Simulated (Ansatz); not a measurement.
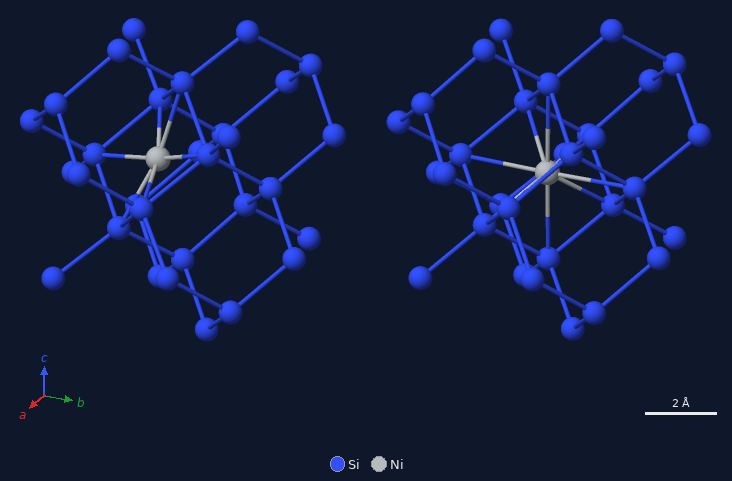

Two geometries of a defect cell of composition Si₆₄Ni (cell charge +1), drawn at one scale. One is the start of a relaxation, the other its converged end. Style: ball-and-stick. Shown: the atoms within 5.8 Å of the atom that moves most (axes of the cell of the calculation (origin shifted)), from a free direction.

Computed with Ansatz, DFT, PBEsol, PAW, plane waves. (plane-wave cutoff 420 eV; k-point mesh 1 × 1 × 1; mesh shifted by (0.25, 0.25, 0.25); collinear spin; atoms relaxed in a fixed cell; force threshold 0.03 eV/Å; at most 80 steps)

Question: Which of the two is the end point?

Answer: The left one is the relaxed one. The energy falls by 0.660 eV per cell of the calculation in 12 geometry steps. The largest force component goes from 0.85 to 0.029 eV/Å. The Ni atom moves most: 0.87 Å along [1 −1 1]. Largest moves by element: Ni 0.87 Å, Si 0.09 Å. The lattice vectors keep their values. Near-neighbour distances that change, for instance: Ni–Si 2.407 → 3.228 Å, Ni–Si 2.691 → 3.348 Å, Ni–Si 2.810 → 3.354 Å, Ni–Si 2.729 → 2.352 Å. Bonds break, among them: Ni–Si (2.41 → 3.23 Å). Bond angles that change, for instance: Si–Ni–Si 125.7° → 166.7°, Si–Ni–Si 127.1° → 166.9°, Si–Si–Ni 179.5° → 154.3°.

Limits of the set-up: the cell is charged, on a uniform background, and energies carry no finite-size correction.
